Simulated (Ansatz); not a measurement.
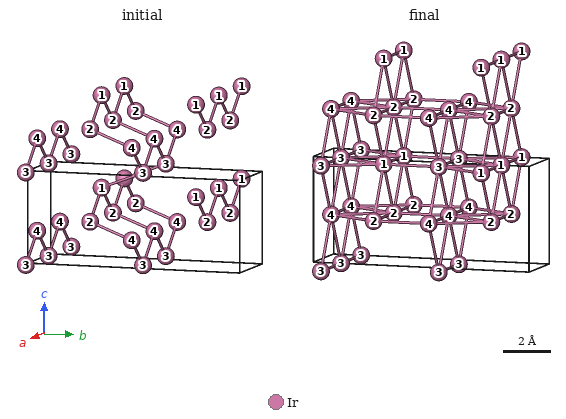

The structure of a crystal of Ir (built on the black phosphorus_64 type) (coarse preliminary run) before (left) and after (right) a relaxation, at one scale.

A ball-and-stick model of the conventional cell (2 times the calculation's cell), repeated 2 × 1 × 2 with one cell outlined, seen slightly off an axis. Lengths and directions refer to the drawn axes.

Case: black phosphorus type (Cmce, No. 64).

Computed with DFT PBE, scalar-relativistic, plane waves, PAW (Ansatz 0.2.0). Settings: plane-wave cutoff 420 eV; k-point mesh 6 × 6 × 4; occupations gaussian; smearing width 0.1 eV; no spin polarisation; cell and atoms relaxed; force threshold 0.04 eV/Å; at most 70 steps.

> What changed between the two?

After 8 accepted moves (10 points after the start) the energy has fallen by 5232 meV per atom. Largest force component: 18 eV/Å at the start, 0.00088 eV/Å at the end. The pressure goes from 208.22 to 0.02 GPa. The SCF was repeated twice at an unchanged geometry on a basis and grid sized afresh for the cell, which shifted the energy by 3.4 meV per atom at most. The largest moves relative to the cell, 0.51 Å, are those of Ir1, Ir2, Ir3 and Ir4. Ir1 goes along [0 −1 3]. Cell: a 3.055 → 2.696 Å (−11.8 %), b 9.692 → 9.863 Å (+1.8 %), c 4.043 → 4.620 Å (+14.3 %). Volume +2.6 %. Near-neighbour distances that change, for instance: Ir1–Ir2 2.002 → 2.675 Å, Ir1–Ir3 3.398 → 2.759 Å, Ir1–Ir3 (another image) 2.034 → 2.524 Å, Ir1–Ir2 (another image) 3.145 → 2.675 Å. New bonds form: Ir1–Ir3 (3.40 → 2.76 Å), Ir2–Ir4 (3.40 → 2.76 Å). Bond angles that change, for instance: Ir2–Ir1–Ir2 99.5° → 60.5°, Ir2–Ir1–Ir3 103.4° → 90.0°. The space group (tolerance 0.01 Å) goes from Cmce (No. 64) to Fmmm (No. 69). The run took about 50 core-seconds on a shared host.

Limits of the set-up: the k-point mesh is coarse for a cell with partly filled bands.
